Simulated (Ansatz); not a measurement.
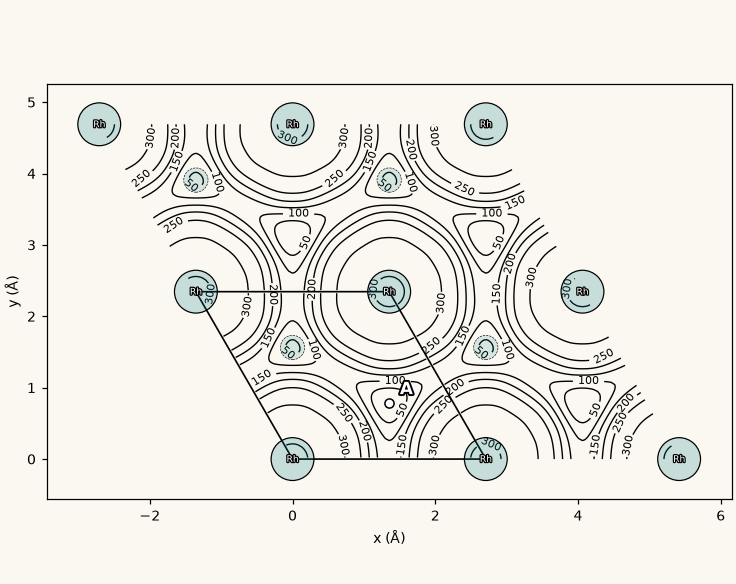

H on a Rh(111) slab cut from the Fm-3m phase, its upper half relaxed before the scan (12 atoms of substrate and one adsorbate in a 2 × 2 cell). H is moved over the surface cell; relaxed at each place: the height of the adsorbate's atoms; substrate rigid; the origin of the map has the adsorbate above Rh9. Places are given modulo a cell vector. The map is drawn in real space over the plane of the surface. The scan uses a 6 × 6 grid; 10 points were computed and 26 follow by symmetry. Places are given in fractions of the 1 × 1 surface cell. All energies are given in meV relative to the lowest grid point. Method: DFT PBE, scalar-relativistic, plane waves, PAW (Ansatz). Settings: cutoff 420 eV, k-mesh 6×6×1, gaussian smearing 0.1 eV, no spin polarisation.

Drawn: contour lines labelled in meV (none above 350), labelled circles for the atoms of the top layer and small ones for the second layer, the outline of one cell of the 2 × 2 shown, the point A. Between grid points the surface is interpolated.

Question: What is the easiest way out of the well at A, and how high is the barrier?

Answer: The easiest path leads from the well at a threefold hollow over a third-layer Rh atom, (4/6, 2/6) of the cell vectors to the well at a threefold hollow over a second-layer Rh atom, (2/6, 4/6) of the cell vectors, about 41 meV higher. Its highest point lies about 120 meV above the bottom of the first well on the interpolated surface, at about (0.05, 0.52) of the cell vectors. Seen from the upper well the barrier is about 79 meV. This is the barrier on the constrained surface; relaxing the other coordinates would change it.

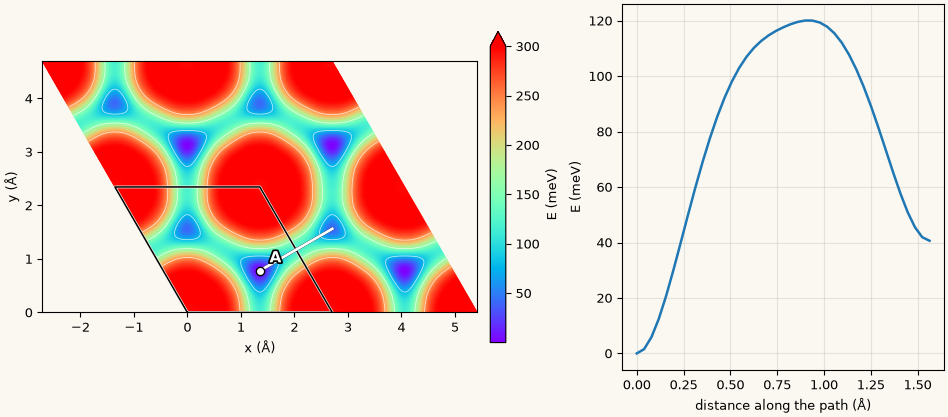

In the figure: a smooth colour map with a few white contour lines, a line along the lowest path, the outline of one cell of the 2 × 2 shown, one colour for all values above the top of the scale, the energy along the path at the right. Between grid points the surface is interpolated.

PAW datasets: the set soft_1.
